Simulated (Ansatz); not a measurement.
AlGa₃N₄: single-point calculation

- system: AlGa₃N₄ (8 atoms in the cell)
- method: DFT PBEsol, scalar-relativistic, plane waves, PAW, no spin polarisation (Ansatz 0.2.0)

The structure derives from a Materials Project entry. It belongs to a series of runs on one base structure; here: atom 5 (N) moved +0.225 A towards its neighbour atom 6 (N) at 3.096 A. Figures and captions count atoms from 1; the log counts them from 0 in places.

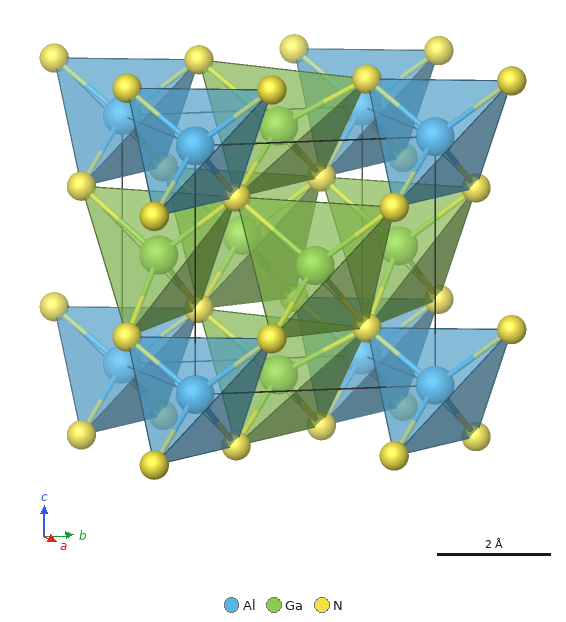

**Figure 1.** The input geometry (polyhedral view of the cell of the calculation, seen slightly off an axis; polyhedra are completed across the faces of the cell). An atom can appear more than once, as a periodic image.

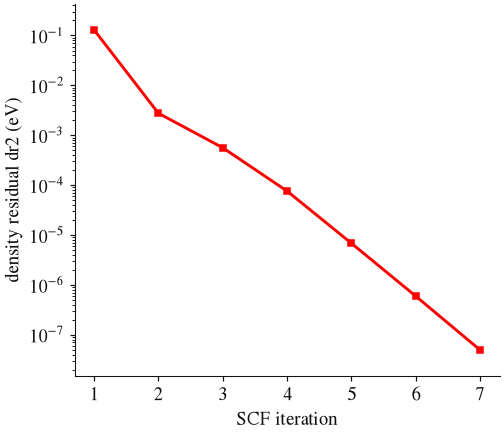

**Figure 2.** Convergence of the self-consistent field: density residual dr2 against the SCF iteration. The residual falls at every step.

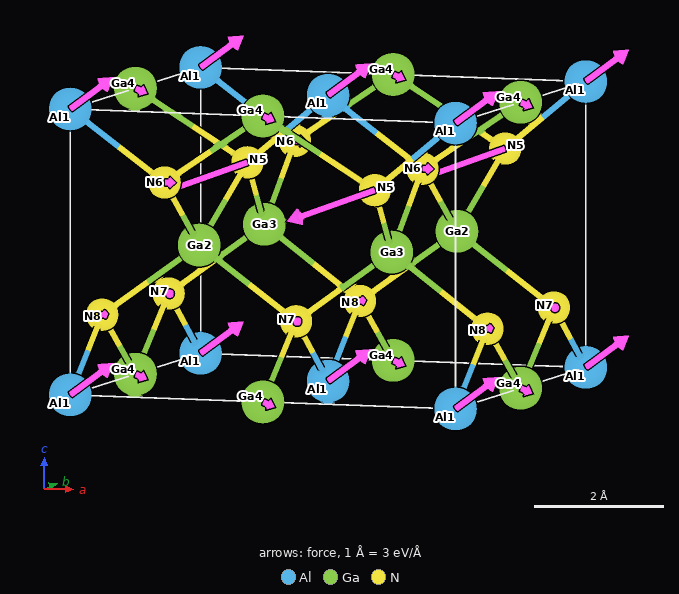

**Figure 3.** Forces on the atoms as pink arrows (ball-and-stick view of the cell 2 times as large as that of the calculation, set on its symmetry axes, seen slightly off an axis; atoms are numbered from 1 in the order of the input); the smallest are left out. The largest act on N5 (4.76 eV/Å); Al1 (2.79 eV/Å). The geometry is not a stationary point of this energy.

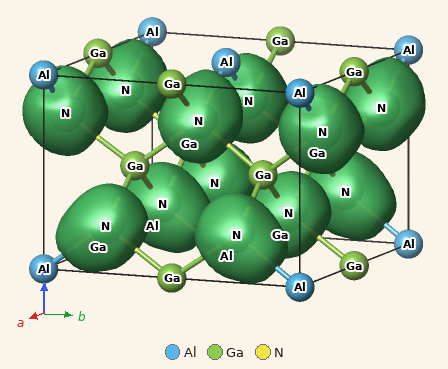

**Figure 4.** Isosurface of the electron localisation function at 0.65 (green), seen slightly off an axis. Only the valence region is drawn (cores and ρ < 0.01 e/Å³ removed). Sticks mark near contacts. The outline is the cell set on symmetry axes. Values along the shortest contacts: Ga–N (1.95 Å): the ELF is about 0.45 at the midpoint. Core electrons are frozen (PAW), so the fields are smoothed inside the atomic spheres.

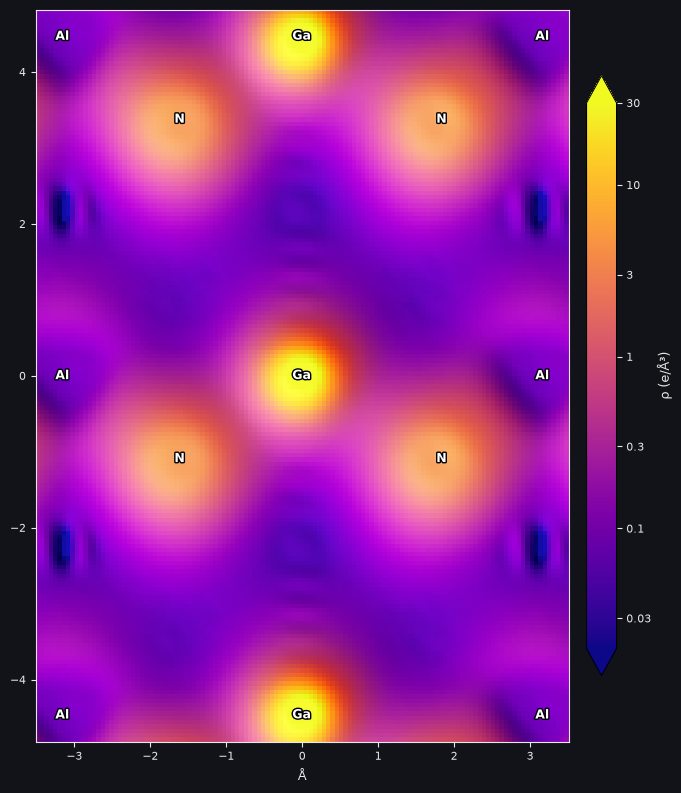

**Figure 5.** Valence electron density on the (010) plane of the conventional cell. Atoms in the plane: Al, Ga and N. Al–N (1.72 Å): the density is about 0.92 e/Å³ at the midpoint. Ga–N (1.95 Å): ρ at the midpoint is about 0.75 e/Å³. Al–N (1.90 Å): ρ is about 0.68 e/Å³ halfway. Ga–N (2.14 Å): ρ at the midpoint is about 0.52 e/Å³. The density dies away to nearly zero in the voids.

The input and output of the run follow.

Input
```yaml
crystal:
  lattice:
    - [4.4676279261, 0.0, 0.0]
    - [0.0, 4.4676279261, 0.0]
    - [0.0, 0.0, 4.4676279261]
  atoms:
    - { symbol: Al, position: [0.0, 0.0, 0.0] }
    - { symbol: Ga, position: [0.5, 0.5, 0.0] }
    - { symbol: Ga, position: [0.5, 0.0, 0.5] }
    - { symbol: Ga, position: [0.0, 0.5, 0.5] }
    - { symbol: "N", position: [0.755030922, 0.790642443, 0.209357557] }
    - { symbol: "N", position: [0.755030922, 0.244969078, 0.755030922] }
    - { symbol: "N", position: [0.244969078, 0.755030922, 0.755030922] }
    - { symbol: "N", position: [0.244969078, 0.244969078, 0.244969078] }
basis:
  ecutwfc: 420
kpoints:
  mp_grid: { grid: [6, 6, 6] }
hamiltonian:
  xc: pbesol
scf:
  occupations: { method: gaussian, width: 0.05 }
output:
  forces: true
  stress: true
  eigenvalues: true
  write_density: true
  write_potential: true
  elf: true
  volumetric_format: npy
```

Command:
```bash
ansatz run input.yaml --threads 2 --pin off --max-ram 5120MiB --backend cpu --events-out ev --progress --plain --runs-dir out
```

Log
```
Engine: ansatz 0.2.0, x86_64-unknown-linux-gnu
Pseudopotentials: kind: paw
Pseudopotential: Al, paw, valence charge 3, recommended cutoff 420 eV (normal), Al.paw.azcp
Pseudopotential: Ga, paw, valence charge 13, recommended cutoff 420 eV (normal), Ga.paw.azcp
Pseudopotential: N, paw, valence charge 5, recommended cutoff 420 eV (normal), N.paw.azcp
Functional definition: PBEsol
  exchange = pbesol_x
  correlation = pbesol_c
Crystal: 8 atoms, lattice volume = 89.173 Å³
Basis set: ecut = 420 eV, 1743 PW (Γ), exchange–correlation on 60×60×60 points (8 copies of the dense FFT grid, shifted against one another)
Bands: 39, of which v1, the nominal top of the filled ones, is band 31 counted from 1 (30 counted from 0)
Symmetry: 2 space group operations
Space group: Cm (ITA 8), of the structure as read, at distance tolerance 4.5e-5 Å
k-points: 68 of 216 (time reversal used)
Non-local potential: Al, projectors of the file, l = 0: 2, l = 1: 2, l = 2: 1
Non-local potential: Ga, projectors of the file, l = 0: 2, l = 1: 2, l = 2: 3, l = 3: 1
Non-local potential: N, projectors of the file, l = 0: 2, l = 1: 2, l = 2: 1
PAW form: soft (Blöchl's): semilocal exchange-correlation on the pseudo side does not see the compensation charge
PAW frozen core: Al, regenerated for the run's functional, and the local potential with it (the file was generated under x = pbe(κ = 0.804, μ = 0.2195149727645171), c = pbe(β = 0.06672455060314922))
PAW frozen core: Ga, regenerated for the run's functional, and the local potential with it (the file was generated under x = pbe(κ = 0.804, μ = 0.2195149727645171), c = pbe(β = 0.06672455060314922))
PAW frozen core: N, regenerated for the run's functional, and the local potential with it (the file was generated under x = pbe(κ = 0.804, μ = 0.2195149727645171), c = pbe(β = 0.06672455060314922))
PAW one-centre angular grid: Al, 110 points (default); XC on 64 Gauss nodes
PAW one-centre angular grid: Ga, 590 points (default); XC on 64 Gauss nodes
PAW one-centre angular grid: N, 110 points (default); XC on 64 Gauss nodes
Initial density: superposition of atomic densities (neutral atoms: chi_scale 0, normalization atom), corrected by the library's trained network
Initial wavefunctions: pseudopotential atomic-orbital guess
Functional: x = pbesol(κ = 0.804, μ = 0.12345679012345678), c = pbesol(β = 0.046)
SCF iter   1: F=—  HF=-13273.962050 eV  |F-HF|=—  |Δ(HF+E_count)|=         —  Δρ=1.21e-2  dr2=1.30e-1  ethr=1.77e-3  ⟨swp⟩=6.6  Hψ=10837  notcnv=0
preconditioner: auto → Resta (q_TF=auto, 2.568 Å⁻¹)  ε∞=4.7  [insulator: Δε(μ)=2.097 eV  Ē_g=15.999 eV  σ=0.050 eV  W_gap=1.00  n_scr=26 (ndim 8)  ℏωp=31.0 eV  f_vac=0.000  D(μ)=0.00/eV (n_scr^D=0)  ε∞_Penn≈4.7]
SCF iter   2: F=—  HF=-13273.925728 eV  |F-HF|=—  |Δ(HF+E_count)|=   3.63e-2  Δρ=1.85e-3  dr2=2.76e-3  ethr=2.10e-4  ⟨swp⟩=2.0  Hψ=4132  notcnv=0  defer=190
SCF iter   3: F=—  HF=-13273.925360 eV  |F-HF|=—  |Δ(HF+E_count)|=   3.68e-4  Δρ=8.87e-4  dr2=5.61e-4  ethr=4.45e-6  ⟨swp⟩=2.8  Hψ=4678  notcnv=0  defer=190
SCF iter   4: F=—  HF=-13273.925379 eV  |F-HF|=—  |Δ(HF+E_count)|=   1.97e-5  Δρ=2.97e-4  dr2=7.58e-5  ethr=9.04e-7  ⟨swp⟩=2.0  Hψ=4218  notcnv=0  defer=190
SCF iter   5: F=—  HF=-13273.925262 eV  |F-HF|=—  |Δ(HF+E_count)|=   1.18e-4  Δρ=1.09e-4  dr2=6.80e-6  ethr=1.22e-7  ⟨swp⟩=2.0  Hψ=4545  notcnv=0  defer=190
SCF iter   6: F=—  HF=-13273.925266 eV  |F-HF|=—  |Δ(HF+E_count)|=   4.10e-6  Δρ=2.56e-5  dr2=5.91e-7  ethr=1.10e-8  ⟨swp⟩=2.1  Hψ=4292  notcnv=0  defer=190
SCF iter   7: F=-13273.925266 eV  HF=-13273.925266 eV  |F-HF|=1.40e-8  |Δ(HF+E_count)|=   1.07e-7  Δρ=8.54e-6  dr2=4.92e-8  ethr=1.61e-10  ⟨swp⟩=13.3  Hψ=19165  notcnv=0
SCF 1 converged in 7 iterations: F = -13273.925266 eV  dr2 = 4.92e-8
  greatest PAW one-centre occupation: 0.995 electrons in one spin orbital (limit 2), on the Ga atom at site 3 (counted from 0), in its partial waves of l = 2
SCF converged after 7 iterations
Free energy (F): -13273.925266 eV
Harris-Foulkes:  -13273.925266 eV  (|F-HF|=1.40e-8)
Internal energy: -13273.925266 eV  (E = F + TS)
E sigma→0 (E₀):  -13273.925266 eV
Fermi energy:    10.019071 eV
--- Per-component energies (eV) ---
  E_band       = -21.995723
  E_kinetic    = 899.271205
  E_local      = -6460.869966  (includes V_loc(G=0)·N_el)
  E_nonlocal   = 1482.782236
  E_hartree    = 2950.368035
  E_xc         = -483.675068
  E_vxc        = -508.880452  (∫ρ·V_xc dr)
  E_paw        = -6805.995339  (= ΣΔE_a)
  E_vpaw       = -1335.026319  (= ΣTr[D̂ρ^β])
  E_aug_tail   = 0.000148  (compensation charges beyond the density's cutoff)
  E_ewald      = -4858.526985
  E_core_change = 2.720468  (= ΣΔE_core)
  E_smearing   = -0.000000  (= −TS)
  E_closure    = -0.000000  (closes the sum)
  Σ components = -13273.925266   (vs F -13273.925266, Δ=0.00e0)
--- Forces (eV/Å), atoms counted from 1 ---
  atom   1  Al     1.65931733     1.58803801    -1.58803801
  atom   2  Ga     0.12173187     0.20108622    -0.06472504
  atom   3  Ga     0.12173187     0.06472504    -0.20108622
  atom   4  Ga    -0.26531418     0.47922167    -0.47922167
  atom   5  N     -1.66753105    -3.14990188     3.14990188
  atom   6  N      0.00739850     0.44704076    -0.44704076
  atom   7  N      0.01130973    -0.04810066    -0.41784521
  atom   8  N      0.01130973     0.41784521     0.04810066
  max |Σ_I F_I| component: 4.62e-5 eV/Å
--- Stress (GPa, compression-positive) ---
        2.721691       3.054896      -3.054896
        3.054899       1.041648      -2.027784
       -3.054899      -2.027784       1.041648
  P = ⅓ Tr σ = 1.6017 GPa (16.017 kbar)
--- Band table (eV; the first three rows and the last of 68) ---
  k-point 0: bands = ["-6.7880", "-5.5833", "-5.5772", "-5.3961", "-4.3759", "-4.3579", "-4.3269", "-4.3241", "-4.3013", "-4.2261", "-4.1475", "-4.1352", "-4.1261", "-4.0891", "-4.0732", "-4.0105", "-2.7226", "-2.5846", "-2.5748", "2.8242", "2.9234", "3.4548", "6.2830", "6.3926", "6.4059", "6.4152", "6.4687", "6.6171", "8.7220", "8.7627", "8.9286", "11.1095", "12.1245", "12.3174", "12.3982", "14.9011", "15.3166", "17.3696", "19.3540"]
  k-point 1: bands = ["-6.6770", "-5.6045", "-5.5801", "-5.4065", "-4.3719", "-4.3566", "-4.3223", "-4.3090", "-4.2900", "-4.2153", "-4.1714", "-4.1416", "-4.1231", "-4.1175", "-4.0824", "-4.0210", "-2.9288", "-2.6041", "-2.5194", "2.9994", "3.1152", "3.6772", "6.0202", "6.1016", "6.2048", "6.2625", "6.5160", "6.6467", "8.0963", "8.5905", "8.7389", "11.7906", "12.5788", "12.8111", "12.8845", "15.2508", "15.6607", "17.6227", "18.9626"]
  k-point 2: bands = ["-6.3833", "-5.7025", "-5.5836", "-5.4298", "-4.3544", "-4.3435", "-4.3083", "-4.2881", "-4.2551", "-4.2288", "-4.1867", "-4.1807", "-4.1397", "-4.1023", "-4.0954", "-4.0494", "-3.4930", "-2.5007", "-2.4050", "3.3328", "3.4515", "4.4118", "5.4069", "5.6126", "5.7151", "5.8008", "6.8715", "6.9476", "7.0501", "8.1312", "8.2787", "12.9247", "13.3637", "14.0498", "14.1525", "15.7813", "16.5908", "17.5162", "18.6368"]
  k-point 67: bands = ["-5.9124", "-5.7225", "-5.7096", "-5.4841", "-4.3547", "-4.3470", "-4.3424", "-4.2988", "-4.2496", "-4.2409", "-4.1480", "-4.1438", "-4.1024", "-4.0354", "-4.0307", "-3.2735", "-3.1488", "-3.1283", "-2.6740", "1.8833", "1.9695", "2.0857", "2.5573", "7.5220", "7.8997", "7.9186", "8.1120", "8.1342", "8.1898", "8.2107", "8.4449", "13.4459", "13.7892", "13.8096", "14.8188", "17.4882", "17.5213", "17.7715", "18.2951"]
```

Key numbers

```csv
quantity,value
outcome,converged
space group (tolerance 0.01 Å),Cm (8)
electrons treated,62
free energy,−13273.9253 eV
Fermi energy,10.019 eV
gap on the k-point mesh,2.18 eV
pressure,1.60 GPa
largest force (length of the vector),4.757 eV/Å
hardware,"2 threads of Intel Xeon @ 2.50GHz (Skylake/Cascade Lake), 189 GiB of memory available, shared host"
wall time,31 s (CPU time 60 s)
peak memory,0.48 GiB
```
